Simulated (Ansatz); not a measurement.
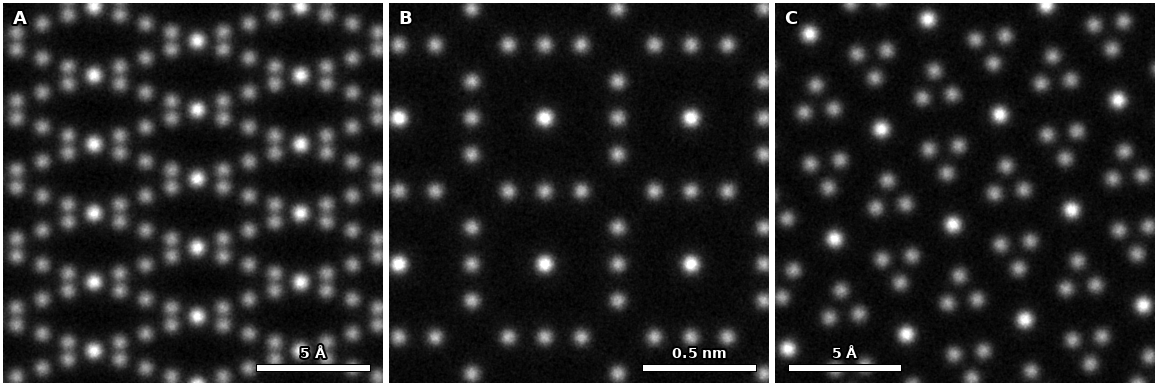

Three views of Yb (Pm-3n, No. 223) along different zone axes. Simulated incoherent Z contrast: every atom adds Z^1.8 spread by a probe of 0.52 Å full width; channelling and multiple scattering are left out. The probe carries 25 % of its weight in a tail 2.5 times as wide. The display is stretched by a gamma of 0.8; percentages refer to the linear signal. Shot noise was added. Atomic positions: the input geometry of an electronic-structure calculation (not necessarily at equilibrium); the starting structure was generated, so it need not be a known form of this composition.

```
CELL_PARAMETERS angstrom
6.57892 0.00000 0.00000
0.00000 6.57892 0.00000
0.00000 0.00000 6.57892
ATOMIC_POSITIONS crystal
Yb 0.00000 0.00000 0.00000
Yb 0.50000 0.50000 0.50000
Yb 0.25000 0.00000 0.50000
Yb 0.75000 0.00000 0.50000
Yb 0.50000 0.25000 0.00000
Yb 0.50000 0.75000 0.00000
Yb 0.00000 0.50000 0.25000
Yb 0.00000 0.50000 0.75000
```

> Match the panels to the zone axes [001], [111] and [221].

A is [221]: projected cell 3.10 × 4.90 Å, 108°, plane group c2mm. B is [001]: projected cell 6.58 × 6.58 Å, 90°, plane group p4mm. C is [111]: projected cell 5.37 × 5.37 Å, 120°, plane group p6mm.
